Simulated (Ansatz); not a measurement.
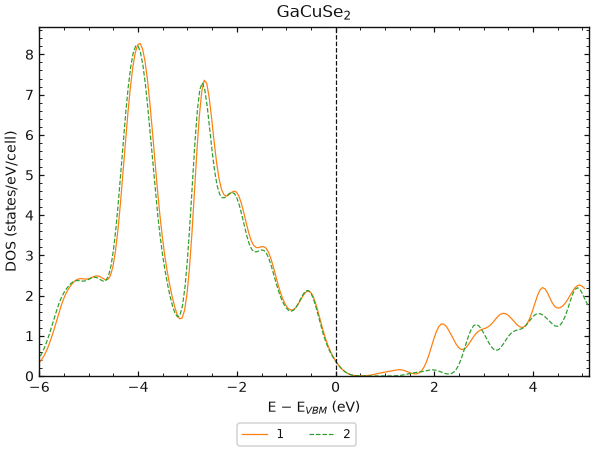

Total densities of states of GaCuSe2, space group P-4m2 (No. 115), 4 atoms in the cell, by two methods on the same cell. The curves are built from the levels of the k mesh with Gaussians 0.4 eV wide, which also blur the band edges. Each is counted from its own valence-band top.

> Which curve is which? The methods: PBE0, HSE06.

1 is HSE06; 2 is PBE0. HSE06 gives a gap of 0.97 eV and PBE0 gives a gap of 1.61 eV.

Settings. HSE06: DFT, HSE06, plane waves, PAW, no spin polarisation, 4×4×4 k mesh, 420 eV cutoff, Fermi-Dirac smearing of 0.02 eV (Ansatz). PBE0: DFT, PBE0, plane waves, PAW, no spin polarisation, 4×4×4 k mesh, 420 eV cutoff (Ansatz).
